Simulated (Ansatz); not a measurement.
## Run report: C16H (charge +1), geometry relaxation (part 3 of 3)

C16H (defect cell, 17 atoms in the cell, total charge +1); DFT PBE-D3(BJ), scalar-relativistic, plane waves, PAW, no spin polarisation (Ansatz 0.2.0); cutoff 420 eV, 3×3×3 k-mesh, Gaussian smearing of 0.02 eV. It belongs to a series of runs on one base structure; here: end point B relaxed.

Geometry of the input (Å; fractional positions):
```
0.0000  3.5700  3.5700
3.5700  0.0000  3.5700
3.5700  3.5700  0.0000
C  0.0000  0.0000  0.0000
C  0.1250  0.1250  0.1250
C  -0.0000  0.0000  0.5000
C  0.1250  0.1250  0.6250
C  -0.0000  0.5000  0.0000
C  0.1250  0.6250  0.1250
C  -0.0000  0.5000  0.5000
C  0.1250  0.6250  0.6250
C  0.5000  -0.0000  0.0000
C  0.6250  0.1250  0.1250
C  0.5000  0.0000  0.5000
C  0.6250  0.1250  0.6250
C  0.5000  0.5000  0.0000
C  0.6250  0.6250  0.1250
C  0.5000  0.5000  0.5000
C  0.6250  0.6250  0.6250
H  0.2386  0.2608  0.7537
```

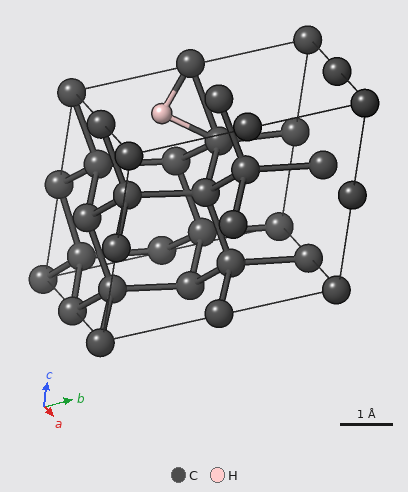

Figure 1. The geometry at step 7 of the log (ball-and-stick view of the cell of the calculation, seen slightly off an axis).

**Trajectory as extended XYZ, continued**
```
17
Lattice="0.0000 3.5700 3.5700 3.5700 0.0000 3.5700 3.5700 3.5700 0.0000" Properties=species:S:1:pos:R:3:forces:R:3 step=3 energy=-4041.19167
C    -0.0044    0.0029   -0.0221   -0.0188  -0.0049   0.0725
C     0.8975    0.9073    0.8812   -0.1573   0.0503   0.0293
C     1.7898    1.7825   -0.0004    0.0642  -0.0344  -0.0149
C     2.6638    2.6727    0.8848   -0.0796   0.0760   0.0294
C     1.8067    0.0026    1.7858   -0.0637   0.0247  -0.0169
C     2.6694    0.8991    2.6828    0.0338  -0.0339  -0.0274
C     3.5656    1.7629    1.7861   -0.0373   0.0633  -0.0256
C     4.4708    2.6659    2.6929   -0.1891   0.1044  -0.0006
C    -0.0035    1.8085    1.7848   -0.0222  -0.0897   0.0161
C     0.8922    2.6764    2.6805   -0.0487   0.0518  -0.0497
C     1.7610    3.5718    1.7851    0.1051   0.0097   0.0069
C     2.6689    4.4686    2.6810   -0.0572   0.0250  -0.0043
C     1.7798    1.7878    3.5708   -0.0117   0.0063  -0.0016
C     2.6702    2.6749    4.4586    0.0413   0.0376   0.0451
C     3.5664    3.5715    3.5935   -0.0379   0.0343  -0.0746
C     4.4631    4.4675    4.4594   -0.0412  -0.0478   0.0514
H     3.6642    3.5193    1.7777    0.5199  -0.2724  -0.0349
17
Lattice="0.0000 3.5700 3.5700 3.5700 0.0000 3.5700 3.5700 3.5700 0.0000" Properties=species:S:1:pos:R:3:forces:R:3 step=4 energy=-4041.28531
C    -0.0127    0.0070   -0.0313   -0.0492  -0.0537   0.6217
C     0.8944    0.9190    0.8750   -0.6530  -0.0766   0.2467
C     1.7855    1.7848   -0.0003    0.2544  -0.1313  -0.0348
C     2.6499    2.6727    0.8803    0.1294   0.4131   0.3046
C     1.8130    0.0075    1.7860   -0.4993   0.1384  -0.1437
C     2.6614    0.9038    2.6845    0.0642  -0.0335   0.0443
C     3.5567    1.7550    1.7862   -0.1768   0.5353  -0.1700
C     4.4689    2.6629    2.7018   -0.7743   0.4337  -0.1121
C    -0.0116    1.8202    1.7857   -0.0409  -0.6786   0.0526
C     0.8836    2.6819    2.6791   -0.0872   0.1163  -0.1089
C     1.7475    3.5760    1.7858    0.7051   0.0021   0.0102
C     2.6576    4.4760    2.6844    0.2189  -0.2437  -0.2685
C     1.7704    1.7929    3.5719   -0.0302   0.0137  -0.0197
C     2.6636    2.6786    4.4594    0.0986   0.0090   0.0809
C     3.5578    3.5763    3.6037   -0.1357   0.1361  -0.6034
C     4.4553    4.4700    4.4611   -0.0295  -0.1119   0.1237
H     3.7803    3.4577    1.7695    1.0056  -0.4682  -0.0238
17
Lattice="0.0000 3.5700 3.5700 3.5700 0.0000 3.5700 3.5700 3.5700 0.0000" Properties=species:S:1:pos:R:3:forces:R:3 step=5 energy=-4041.46498
C    -0.0231    0.0112   -0.0362   -0.0434  -0.0610   0.9925
C     0.8864    0.9304    0.8694   -0.9647  -0.1050   0.2538
C     1.7811    1.7869   -0.0009    0.3177  -0.1255  -0.0648
C     2.6359    2.6760    0.8774    0.3750   0.5649   0.4543
C     1.8156    0.0144    1.7842   -0.6884   0.3239  -0.3526
C     2.6513    0.9101    2.6876    0.1013  -0.0833   0.0670
C     3.5444    1.7513    1.7841   -0.3043   0.8013  -0.2682
C     4.4624    2.6624    2.7091   -1.2722   0.4114   0.1500
C    -0.0215    1.8273    1.7867    0.0343  -1.0383   0.0166
C     0.8735    2.6879    2.6773   -0.1410   0.1724  -0.1372
C     1.7376    3.5805    1.7864    1.0174  -0.0484  -0.0190
C     2.6472    4.4814    2.6847    0.4620  -0.4448  -0.4193
C     1.7589    1.7987    3.5727   -0.0365   0.0130  -0.0381
C     2.6558    2.6815    4.4592    0.1151   0.0254   0.1513
C     3.5464    3.5831    3.6093   -0.1006   0.1089  -0.9252
C     4.4466    4.4726    4.4625   -0.0721  -0.1375   0.1948
H     3.9230    3.3867    1.7692    1.2004  -0.3774  -0.0560
17
Lattice="0.0000 3.5700 3.5700 3.5700 0.0000 3.5700 3.5700 3.5700 0.0000" Properties=species:S:1:pos:R:3:forces:R:3 step=6 energy=-4041.65115
C    -0.0314    0.0138   -0.0332   -0.0294  -0.0368   0.8923
C     0.8749    0.9385    0.8643   -0.8775  -0.1053   0.1784
C     1.7796    1.7874   -0.0019    0.2540   0.0099  -0.1589
C     2.6299    2.6809    0.8776    0.4580   0.4508   0.4841
C     1.8119    0.0222    1.7798   -0.4565   0.3885  -0.4348
C     2.6423    0.9141    2.6912    0.0718  -0.1180   0.0149
C     3.5317    1.7529    1.7816   -0.2394   0.7669  -0.1624
C     4.4511    2.6621    2.7164   -1.4198   0.0194   0.5403
C    -0.0276    1.8251    1.7868    0.0624  -0.9127  -0.0104
C     0.8656    2.6919    2.6761   -0.1152   0.1467  -0.1079
C     1.7369    3.5816    1.7865    0.8590  -0.0453  -0.0341
C     2.6450    4.4800    2.6816    0.4348  -0.4347  -0.3584
C     1.7489    1.8021    3.5740   -0.0307   0.0046  -0.0357
C     2.6493    2.6824    4.4599    0.0687   0.0614   0.1702
C     3.5375    3.5866    3.6088    0.0306  -0.0092  -0.9078
C     4.4395    4.4733    4.4652   -0.1066  -0.1066   0.1875
H     4.0364    3.3474    1.7679    1.0355  -0.0796  -0.2573
17
Lattice="0.0000 3.5700 3.5700 3.5700 0.0000 3.5700 3.5700 3.5700 0.0000" Properties=species:S:1:pos:R:3:forces:R:3 step=7 energy=-4041.91909
C    -0.0438    0.0148   -0.0135   -0.0376   0.0374  -0.1877
C     0.8447    0.9512    0.8526   -0.0392  -0.0028   0.0203
C     1.7818    1.7885   -0.0053   -0.1200   0.3413  -0.2592
C     2.6350    2.6913    0.8886    0.0470  -0.0948   0.1871
C     1.7938    0.0417    1.7646    1.2843   0.1926  -0.0832
C     2.6257    0.9148    2.6992   -0.2238  -0.0749  -0.1675
C     3.5055    1.7644    1.7817    0.3181   0.2295   0.4531
C     4.4038    2.6538    2.7465   -0.8248  -0.6417   0.1802
C    -0.0338    1.8055    1.7867   -0.0459   0.1670   0.0105
C     0.8550    2.6964    2.6752    0.0686  -0.0760   0.0643
C     1.7524    3.5789    1.7877   -0.1938   0.0640  -0.0018
C     2.6539    4.4661    2.6720   -0.1236   0.0148   0.0344
C     1.7325    1.8040    3.5788   -0.0382  -0.0235   0.0391
C     2.6377    2.6819    4.4657   -0.1233   0.1251   0.0527
C     3.5240    3.5870    3.5995    0.2665  -0.2060  -0.1871
C     4.4270    4.4708    4.4759   -0.0576   0.0436  -0.0086
H     4.2264    3.3311    1.7266   -0.1565  -0.0956  -0.1464
17
Lattice="0.0000 3.5700 3.5700 3.5700 0.0000 3.5700 3.5700 3.5700 0.0000" Properties=species:S:1:pos:R:3:forces:R:3 step=8 energy=-4041.97508
C    -0.0446    0.0176   -0.0066    0.0205   0.0624  -0.0254
C     0.8544    0.9567    0.8539   -0.0243   0.1553  -0.1846
C     1.7650    1.8179   -0.0244    0.1930  -0.2842   0.3272
C     2.6295    2.7030    0.8935   -0.0458  -0.0685   0.0093
C     1.8309    0.0910    1.7148    0.3255   0.1548  -0.1072
C     2.6088    0.9046    2.6991    0.2907   0.2351   0.1712
C     3.4933    1.7665    1.7933   -0.1822  -0.1077  -0.0258
C     4.3450    2.6235    2.7676   -0.1577  -0.1671   0.2873
C    -0.0341    1.8118    1.7869    0.0356   0.0297  -0.0640
C     0.8491    2.6996    2.6795    0.0052   0.0209  -0.0096
C     1.7422    3.5885    1.7872   -0.0056  -0.0178   0.0255
C     2.6435    4.4796    2.6628   -0.0324  -0.0221   0.0589
C     1.7218    1.8070    3.5815    0.0622   0.0428  -0.0493
C     2.6387    2.6929    4.4640    0.0910  -0.0995  -0.1779
C     3.5210    3.5916    3.5870   -0.1729   0.0784   0.0497
C     4.4191    4.4766    4.4755   -0.0818  -0.0397   0.0373
H     4.3379    3.2139    1.7670   -0.3213   0.0271  -0.3225
17
Lattice="0.0000 3.5700 3.5700 3.5700 0.0000 3.5700 3.5700 3.5700 0.0000" Properties=species:S:1:pos:R:3:forces:R:3 step=9 energy=-4041.98660
C    -0.0443    0.0246   -0.0017   -0.0033   0.0305  -0.0044
C     0.8551    0.9582    0.8676   -0.0501   0.0734  -0.1416
C     1.7626    1.8149   -0.0129    0.1255  -0.1000   0.1043
C     2.6237    2.7064    0.8966    0.0028  -0.0098   0.0043
C     1.8232    0.0884    1.7314   -0.0714  -0.0151  -0.0493
C     2.6154    0.9155    2.7068    0.0909   0.0699   0.1127
C     3.4916    1.7712    1.7943   -0.1891  -0.1672   0.0107
C     4.3599    2.6444    2.7684   -0.0603   0.0571  -0.0027
C    -0.0340    1.8182    1.7916    0.0256  -0.0130  -0.0223
C     0.8493    2.7056    2.6841    0.0198   0.0338  -0.0220
C     1.7396    3.5947    1.7914    0.0170  -0.0226   0.0219
C     2.6412    4.4865    2.6680    0.0255  -0.0507   0.0061
C     1.7276    1.8150    3.5844   -0.0118   0.0420   0.0300
C     2.6463    2.7016    4.4654   -0.0067  -0.0698  -0.0773
C     3.5218    3.6014    3.5863   -0.0444   0.0324  -0.0116
C     4.4180    4.4820    4.4770    0.0073   0.0371   0.0373
H     4.3247    3.1137    1.6840    0.1229   0.0722   0.0040
17
Lattice="0.0000 3.5700 3.5700 3.5700 0.0000 3.5700 3.5700 3.5700 0.0000" Properties=species:S:1:pos:R:3:forces:R:3 step=10 energy=-4041.99029
C    -0.0446    0.0231   -0.0028   -0.0021   0.0102   0.0066
C     0.8550    0.9602    0.8598    0.0023  -0.0029  -0.0005
C     1.7668    1.8134   -0.0145   -0.0022   0.0035   0.0067
C     2.6251    2.7042    0.8974    0.0050  -0.0094   0.0010
C     1.8278    0.0924    1.7236   -0.0180  -0.0236   0.0025
C     2.6133    0.9137    2.7089    0.0068  -0.0047   0.0064
C     3.4874    1.7667    1.7971   -0.0039   0.0046  -0.0034
C     4.3518    2.6352    2.7702    0.0078   0.0206  -0.0197
C    -0.0332    1.8168    1.7882   -0.0045  -0.0003  -0.0079
C     0.8486    2.7048    2.6821    0.0065   0.0019   0.0005
C     1.7401    3.5925    1.7907    0.0004  -0.0022   0.0029
C     2.6432    4.4832    2.6658    0.0028   0.0021   0.0017
C     1.7238    1.8142    3.5852    0.0044  -0.0023   0.0016
C     2.6441    2.6989    4.4625    0.0027  -0.0080  -0.0024
C     3.5208    3.5987    3.5856   -0.0061   0.0095   0.0047
C     4.4161    4.4806    4.4788   -0.0019  -0.0014  -0.0025
H     4.3357    3.1437    1.7040    0.0006   0.0027   0.0016
17
Lattice="0.0000 3.5700 3.5700 3.5700 0.0000 3.5700 3.5700 3.5700 0.0000" Properties=species:S:1:pos:R:3:forces:R:3 step=11 energy=-4041.99029
C    -0.0446    0.0231   -0.0028   -0.0021   0.0103   0.0066
C     0.8550    0.9602    0.8598    0.0025  -0.0029  -0.0007
C     1.7668    1.8134   -0.0145   -0.0023   0.0033   0.0069
C     2.6251    2.7042    0.8974    0.0049  -0.0095   0.0011
C     1.8278    0.0924    1.7236   -0.0181  -0.0234   0.0023
C     2.6133    0.9137    2.7089    0.0070  -0.0046   0.0063
C     3.4874    1.7667    1.7971   -0.0040   0.0046  -0.0031
C     4.3518    2.6352    2.7702    0.0073   0.0204  -0.0196
C    -0.0332    1.8168    1.7882   -0.0044  -0.0003  -0.0079
C     0.8486    2.7048    2.6821    0.0066   0.0020   0.0005
C     1.7401    3.5925    1.7907    0.0004  -0.0023   0.0029
C     2.6432    4.4832    2.6658    0.0028   0.0019   0.0018
C     1.7238    1.8142    3.5852    0.0045  -0.0023   0.0016
C     2.6441    2.6989    4.4625    0.0027  -0.0079  -0.0026
C     3.5208    3.5987    3.5856   -0.0062   0.0094   0.0046
C     4.4161    4.4806    4.4788   -0.0019  -0.0015  -0.0024
H     4.3357    3.1437    1.7040    0.0005   0.0027   0.0017
```

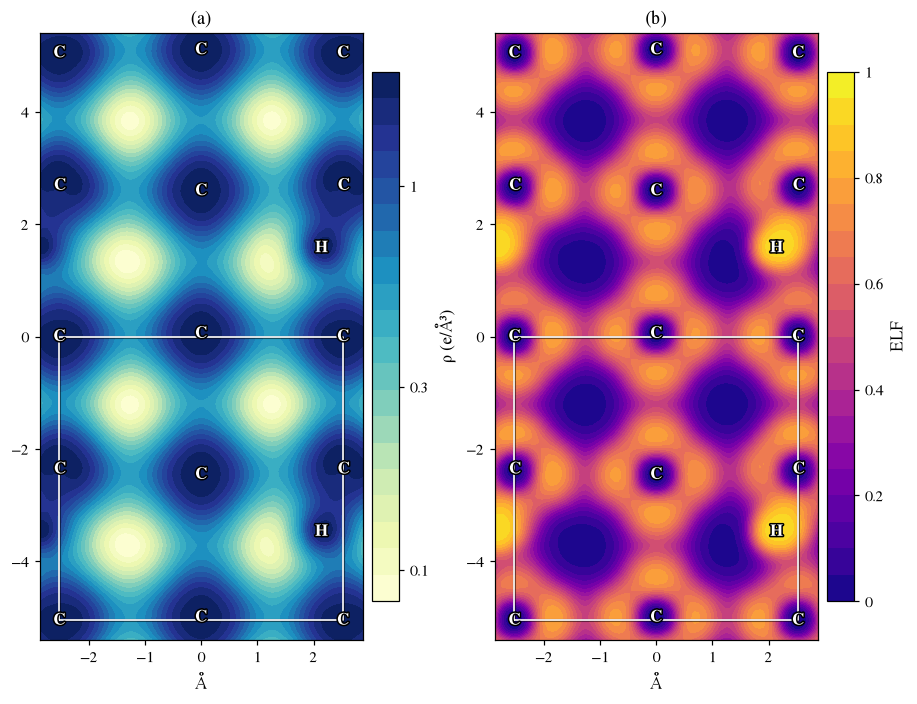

Figure 2. (a) valence charge density (pseudo); (b) electron localisation function on the (011) plane of the calculation cell. C–H (1.18 Å): ρ at the midpoint is about 1.4 e/Å³; the ELF climbs to about 0.95 towards the hydrogen, as it does in any bond to H (a covalent bond by its length). Away from the nuclei the density in this plane falls to 0.08 e/Å³ at its lowest. In a PAW calculation such maps are meaningful between the atoms, not at the nuclei.

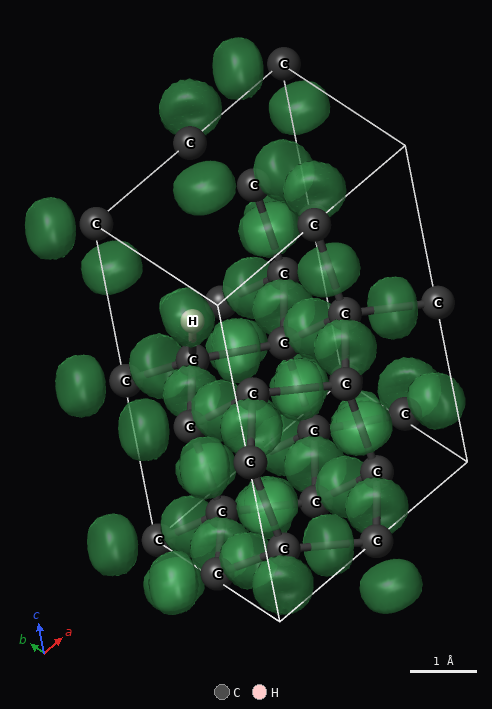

Figure 3. Isosurface of the ELF at 0.75 (green), seen slightly off an axis. Core shells and regions of very low density are left out. Sticks mark near contacts. The outline is the calculation cell. Values along the shortest contacts:

**Key numbers**

| quantity | value |
| --- | --- |
| outcome | converged |
| electrons treated | 64 |
| free energy | −4041.9903 eV |
| Fermi energy | 14.766 eV |
| gap on the k-point mesh | 2.54 eV |
| final volume | 91.00 Å³ |
| largest force (length of the vector) at the end | 0.030 eV/Å |
| wall time | 40 s |
| peak memory | 0.42 GiB |
